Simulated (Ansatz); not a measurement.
## CoSi: a changed input and its effect

System: CoSi (4 atoms in the cell).
Method of run 1: DFT, PBE, PAW with Ansatz's default frozen-core files, scalar-relativistic, spin-polarised (Ansatz 0.2.0).

The structure derives from a Materials Project entry. Text and figures count atoms from 1; the logs count them from 0 in places.

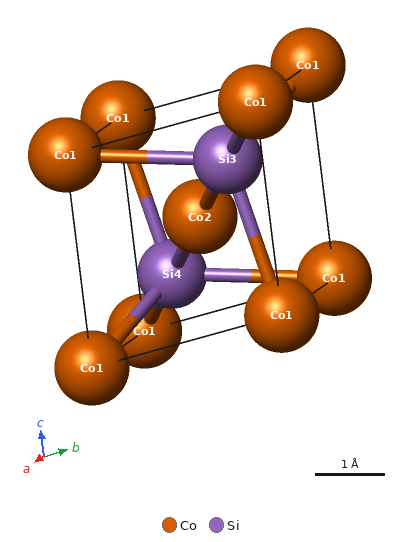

Figure 1. The structure as given in the input (ball-and-stick view of the reduced cell, seen slightly off an axis; atoms are numbered from 1 in the order of the input). Near neighbours in the crystal (not all of them lie inside the picture): Co has 8 Si at 2.41 Å; Si has 8 Co at 2.41 Å.

### Input, run 1
```yaml
crystal:
  lattice:
    - [2.781334, 2.781334, 0.0]
    - [2.781334, 0.0, 2.781334]
    - [2.781334, 0.0, -2.781334]
  atoms:
    - { symbol: Co, position: [0.0, 0.0, 0.0], spin: 2.0 }
    - { symbol: Co, position: [0.0, 0.5, 0.5], spin: 2.0 }
    - { symbol: Si, position: [0.5, 0.25, 0.75] }
    - { symbol: Si, position: [0.5, 0.75, 0.25] }
magnetization:
  spin_polarized: true
kpoints:
  mp_grid: { grid: [13, 13, 13] }
scf:
  occupations: { method: fermi_dirac, width: 0.03 }
  lower_state_search: "off"
hamiltonian:
  xc: pbe
  pseudopotentials: { kind: paw }
output:
  forces: true
  stress: true
  eigenvalues: true
  populations: true
```

Launched with:
```bash
ansatz run input.yaml --threads 2 --pin off --max-ram 6144MiB --backend cpu --events-out ev --progress --plain --runs-dir out
```

Hardware: 2 threads of Intel Xeon (Sapphire Rapids), 16 GiB of memory available, shared host.

### Output, shortened to warnings, some set-up lines, iterations and results (run 1)
```
Basis set: ecut = 420 eV, 869 PW (Γ), exchange–correlation on 54×54×54 points (8 copies of the dense FFT grid, shifted against one another)
Symmetry: 96 space group operations
k-points: 84 of 2197
Initial density: superposition of atomic densities (chi_scale 0.1, normalization cell)
[...]
SCF iter   1: F=—  HF=-11525.541824 eV  |F-HF|=—  |Δ(HF+E_count)|=         —  Δρ=1.37e-1 (↑6.34e-2 ↓1.37e-1)  dr2=3.77e0  dr2_m=3.74e0  M=1.473 μB ∫|m|=1.791 μB  β_m=0.30  …
SCF iter   2: F=—  HF=-11525.453492 eV  |F-HF|=—  |Δ(HF+E_count)|=   8.83e-2  Δρ=7.76e-2 (↑7.76e-2 ↓5.06e-2)  dr2=5.95e-1  dr2_m=1.47e0  M=1.661 μB ∫|m|=1.932 μB  β_m=0.30  …
SCF iter   3: F=—  HF=-11525.493247 eV  |F-HF|=—  |Δ(HF+E_count)|=   3.98e-2  Δρ=5.74e-2 (↑5.12e-2 ↓5.74e-2)  dr2=4.82e-1  dr2_m=1.09e0  M=1.494 μB ∫|m|=1.741 μB  β_m=0.30  …
SCF iter   4: F=—  HF=-11525.421102 eV  |F-HF|=—  |Δ(HF+E_count)|=   7.21e-2  Δρ=4.20e-2 (↑4.20e-2 ↓2.55e-2)  dr2=1.17e-1  dr2_m=4.46e-1  M=1.560 μB ∫|m|=1.813 μB  β_m=0.30  …
SCF iter   5: F=—  HF=-11525.456355 eV  |F-HF|=—  |Δ(HF+E_count)|=   3.53e-2  Δρ=3.03e-2 (↑3.03e-2 ↓2.75e-2)  dr2=5.69e-3  dr2_m=3.29e-1  M=1.483 μB ∫|m|=1.702 μB  β_m=0.30  …
[... 9 lines ...]
SCF iter  15: F=—  HF=-11525.526385 eV  |F-HF|=—  |Δ(HF+E_count)|=   2.04e-6  Δρ=8.54e-5 (↑4.52e-5 ↓8.54e-5)  dr2=4.75e-6  dr2_m=2.67e-7  M=1.283 μB ∫|m|=1.359 μB  β_m=0.93  …
SCF iter  16: F=—  HF=-11525.526385 eV  |F-HF|=—  |Δ(HF+E_count)|=   1.66e-7  Δρ=3.90e-5 (↑2.53e-5 ↓3.90e-5)  dr2=1.04e-6  dr2_m=3.55e-8  M=1.282 μB ∫|m|=1.358 μB  β_m=0.59  …
SCF iter  17: F=-11525.526385 eV  HF=-11525.526385 eV  |F-HF|=2.69e-8  |Δ(HF+E_count)|=   1.14e-7  Δρ=5.07e-6 (↑4.75e-6 ↓5.07e-6)  dr2=2.17e-8  dr2_m=1.18e-9  M=1.282 μB …
SCF iter  18: F=-11525.526385 eV  HF=-11525.526385 eV  |F-HF|=1.82e-12  |Δ(HF+E_count)|=   2.33e-9  Δρ=6.57e-7 (↑6.57e-7 ↓4.72e-7)  dr2=3.95e-11  dr2_m=1.12e-10  M=1.282 μB …
SCF 1 converged in 18 iterations: F = -11525.526385 eV  dr2 = 3.95e-11
SCF converged after 18 iterations
an eigenvalue changed by more than its tolerance at an iteration that met the thresholds in force, so the SCF went on 1 time: the last check found none over its tolerance
Magnetization: 1.2823 μB (21.6412 up, 20.3588 down)
Absolute magnetization: 1.3586 μB (∫|ρ↑−ρ↓|, with the PAW one-centre terms)
Spin contamination: 0.0200 ħ² per cell (⟨S²⟩ above its minimum at these occupations)
Per-site moments (μB) at R_I (Å): [(0.6437318816151903, 0.9935911839188726), (0.6437318816151903, 0.9935911839188726), (0.011157504194465994, 0.9935911839188726), (0.01115750419446608, 0.9935911839188726)]
Free energy (F): -11525.526385 eV
Harris-Foulkes:  -11525.526385 eV  (|F-HF|=1.82e-12)
Internal energy: -11525.514792 eV  (E = F + TS)
E sigma→0 (E₀):  -11525.520588 eV
Entropy (-TS):   -0.011592 eV (-2.898 meV/atom)
Fermi energy:    17.517817 eV
--- Per-component energies (eV) ---
  E_band       = -460.189205
  E_kinetic    = 1005.527768
  E_local      = -6982.586124  (includes V_loc(G=0)·N_el)
  E_nonlocal   = 962.579737
  E_hartree    = 3029.249019
  E_xc         = -434.428020
  E_vxc        = -512.286434  (∫ρ·V_xc dr)
  E_paw        = -4060.948531  (= ΣΔE_a)
  E_vpaw       = -991.922108  (= ΣTr[D̂ρ^β])
  E_aug_tail   = 0.000196  (compensation charges beyond the density's cutoff)
  E_ewald      = -5044.908837
  E_smearing   = -0.011592  (= −TS)
  E_closure    = -0.000000  (closes the sum)
  Σ components = -11525.526385   (vs F -11525.526385, Δ=0.00e0)
--- Forces (eV/Å), atoms counted from 1 ---
  atom   1  Co     0.00000000    -0.00000000     0.00000000
  atom   2  Co     0.00000000    -0.00000000     0.00000000
  atom   3  Si     0.00000000     0.00000000     0.00000000
  atom   4  Si     0.00000000     0.00000000    -0.00000000
  max |Σ_I F_I| component: 1.24e-27 eV/Å
--- Stress (GPa, compression-positive) ---
        1.146271      -0.000000       0.000000
        0.000000       1.146271       0.000000
        0.000000       0.000000       1.146271
  P = ⅓ Tr σ = 1.1463 GPa (11.463 kbar)
--- Löwdin populations: 4 sites ---
  site symbol       q [e]    m [muB]
     0     Co     16.6357     0.6089
     1     Co     16.6357     0.6089
     2     Si      4.0773     0.0578
     3     Si      4.0773     0.0578
  spilling = 0.013663 (of n_electrons = 42.000000)
```

The input of run 2 differs as follows (lines with − go, lines with + come):
```diff
-    - { symbol: Co, position: [0.0, 0.0, 0.0], spin: 2.0 }
-    - { symbol: Co, position: [0.0, 0.5, 0.5], spin: 2.0 }
+    - { symbol: Co, position: [0.0, 0.0, 0.0] }
+    - { symbol: Co, position: [0.0, 0.5, 0.5] }
-magnetization:
-  spin_polarized: true
-  populations: true
```

How does run 2 compare with run 1?

With the same functional and potentials, run 2 lies 11.6 meV per atom higher. The pressure goes from 1.15 to −0.64 GPa. The SCF takes 7 iterations against 18. The two runs start from different initial densities, which also moves the count.

### Output, shortened to warnings, some set-up lines, iterations and results (run 2)
```
Basis set: ecut = 420 eV, 869 PW (Γ), exchange–correlation on 54×54×54 points (8 copies of the dense FFT grid, shifted against one another)
Symmetry: 96 space group operations
k-points: 84 of 2197
Initial density: superposition of atomic densities (neutral atoms: chi_scale 0, normalization atom), corrected by the library's trained network
[...]
SCF iter   1: F=—  HF=-11525.481014 eV  |F-HF|=—  |Δ(HF+E_count)|=         —  Δρ=6.04e-3  dr2=3.64e-3  ethr=1.77e-3  ⟨swp⟩=6.0  Hψ=9399  notcnv=0
SCF iter   2: F=—  HF=-11525.480474 eV  |F-HF|=—  |Δ(HF+E_count)|=   5.40e-4  Δρ=3.37e-3  dr2=1.31e-3  ethr=8.66e-6  ⟨swp⟩=2.0  Hψ=4209  notcnv=0  defer=6
SCF iter   3: F=—  HF=-11525.480186 eV  |F-HF|=—  |Δ(HF+E_count)|=   2.89e-4  Δρ=4.00e-4  dr2=6.57e-5  ethr=3.13e-6  ⟨swp⟩=2.1  Hψ=3143  notcnv=0  defer=6
SCF iter   4: F=—  HF=-11525.480174 eV  |F-HF|=—  |Δ(HF+E_count)|=   1.19e-5  Δρ=1.48e-4  dr2=9.38e-6  ethr=1.57e-7  ⟨swp⟩=2.7  Hψ=3283  notcnv=0  defer=6
SCF iter   5: F=—  HF=-11525.480171 eV  |F-HF|=—  |Δ(HF+E_count)|=   3.09e-6  Δρ=1.23e-4  dr2=5.06e-6  ethr=2.23e-8  ⟨swp⟩=2.0  Hψ=3254  notcnv=0  defer=6
SCF iter   6: F=—  HF=-11525.480170 eV  |F-HF|=—  |Δ(HF+E_count)|=   7.02e-7  Δρ=1.97e-5  dr2=1.20e-7  ethr=1.20e-8  ⟨swp⟩=1.3  Hψ=2247  notcnv=0  defer=6
SCF iter   7: F=-11525.480170 eV  HF=-11525.480170 eV  |F-HF|=1.21e-8  |Δ(HF+E_count)|=   1.12e-8  Δρ=7.58e-6  dr2=1.63e-8  ethr=2.38e-10  ⟨swp⟩=4.6  Hψ=7446  notcnv=0
SCF 1 converged in 7 iterations: F = -11525.480170 eV  dr2 = 1.63e-8
SCF converged after 7 iterations
Free energy (F): -11525.480170 eV
Harris-Foulkes:  -11525.480170 eV  (|F-HF|=1.21e-8)
Internal energy: -11525.466896 eV  (E = F + TS)
E sigma→0 (E₀):  -11525.473533 eV
Entropy (-TS):   -0.013274 eV (-3.319 meV/atom)
Fermi energy:    17.354843 eV
--- Per-component energies (eV) ---
  E_band       = -456.013922
  E_kinetic    = 1006.370210
  E_local      = -6988.482905  (includes V_loc(G=0)·N_el)
  E_nonlocal   = 963.407278
  E_hartree    = 3034.407146
  E_xc         = -434.303056
  E_vxc        = -512.150806  (∫ρ·V_xc dr)
  E_paw        = -4061.956933  (= ΣΔE_a)
  E_vpaw       = -993.986133  (= ΣTr[D̂ρ^β])
  E_aug_tail   = 0.000200  (compensation charges beyond the density's cutoff)
  E_ewald      = -5044.908837
  E_smearing   = -0.013274  (= −TS)
  E_closure    = 0.000000  (closes the sum)
  Σ components = -11525.480170   (vs F -11525.480170, Δ=0.00e0)
--- Forces (eV/Å), atoms counted from 1 ---
  atom   1  Co     0.00000000     0.00000000     0.00000000
  atom   2  Co     0.00000000    -0.00000000     0.00000000
  atom   3  Si     0.00000000     0.00000000    -0.00000000
  atom   4  Si     0.00000000     0.00000000    -0.00000000
  max |Σ_I F_I| component: 4.30e-27 eV/Å
--- Stress (GPa, compression-positive) ---
       -0.644642       0.000000      -0.000000
        0.000000      -0.644642      -0.000000
        0.000000      -0.000000      -0.644642
  P = ⅓ Tr σ = -0.6446 GPa (-6.446 kbar)
```

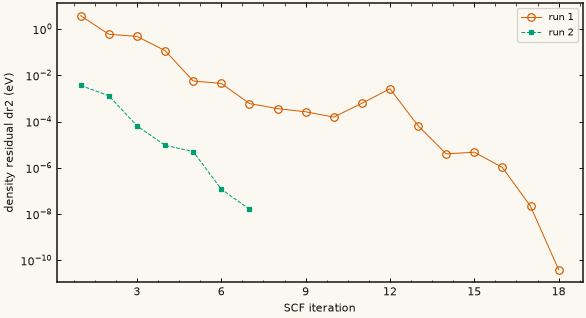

Figure 2. Convergence of the two runs: density residual dr2 against the SCF iteration. Run 1 takes 18 iterations in all, and run 2 takes 7.

### The two runs side by side

```tsv
quantity	run 1	run 2
outcome	converged	converged
free energy per atom (eV)	−2881.3816	−2881.3700
energy per atom, smearing taken to zero (eV)	−2881.3801	−2881.3684
net moment of the cell (μB)	1.28	–
absolute moment of the cell (μB)	1.36	–
pressure (GPa)	1.15	−0.64
largest force (eV/Å)	0.000	0.000
SCF iterations	18	7
irreducible k-points	84	84
plane waves at Γ	869	869
wall time (shared host)	8.6 s	1.9 s
```

For run 2: The run has no spin polarisation, so a magnetic state may lie lower.
